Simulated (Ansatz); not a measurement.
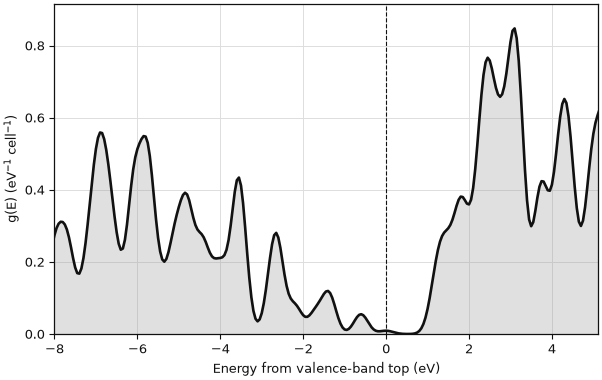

Density of states. Energies are counted from the top of the valence band. The curve is built from the levels of the k mesh with Gaussians 0.4 eV wide, which also blur the band edges.

Calculation on LiH, space group Pm-3m, 2 atoms in the cell, CsCl type; a = 2.50 Å, b = 2.50 Å, c = 2.50 Å, α = 90.00°, β = 90.00°, γ = 90.00°.

Level of theory: DFT, r2SCAN, plane waves, PAW, no spin polarisation, 8×8×8 k mesh, 500 eV cutoff; code Ansatz 0.2.0.

> Metal or insulator, going by the density of states?

There is a gap; over the k points computed it is 1.12 eV (indirect; the smallest direct gap is 4.92 eV).
